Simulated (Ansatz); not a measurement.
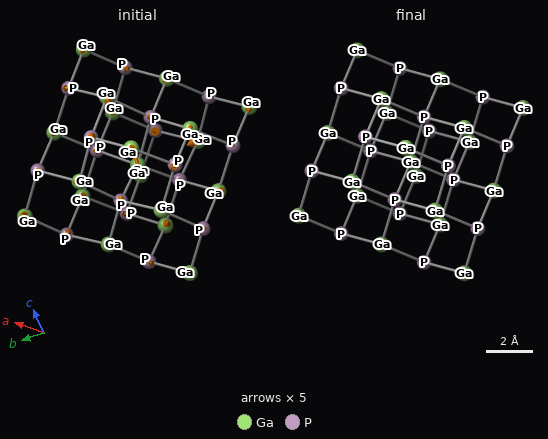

The structure of crystalline GaP (set up in P1) before (left) and after (right) a relaxation, at one scale. The orange arrows give the displacements, magnified 5 times.

A ball-and-stick model of the atoms within 5.8 Å of the atom that moves most (axes of the cell of the calculation, reduced to other axes), seen from a free direction. Lengths and directions refer to the drawn axes.

Level of theory: DFT PBE, scalar-relativistic, plane waves, PAW in Ansatz 0.2.0. (plane-wave cutoff 420 eV; k-point mesh 2 × 2 × 2; occupations gaussian; smearing width 0.02 eV; no spin polarisation; atoms relaxed in a fixed cell; force threshold 0.03 eV/Å; at most 25 steps)

**Summarise the run.**

After 2 accepted moves (3 points after the start) the energy has fallen by 21.8 meV per atom. The largest force component goes from 1.5 to 0.0098 eV/Å. 1 step only repeated the SCF at the same geometry. The atom that moves furthest is a Ga atom (0.15 Å roughly along [1 −1 1]). By element the largest moves are Ga 0.15 Å, P 0.11 Å. The lattice vectors keep their values. Among the contacts that change: Ga–P 2.498 → 2.383 Å, Ga–P 2.268 → 2.382 Å, Ga–P 2.291 → 2.382 Å, Ga–P 2.466 → 2.384 Å. Among the angles between lasting bonds that change: P–Ga–P 103.7° → 109.4°, P–Ga–P 114.4° → 109.6°, Ga–P–Ga 114.2° → 109.5°. The space group (tolerance 0.01 Å) goes from P1 (No. 1) to F-43m (No. 216).
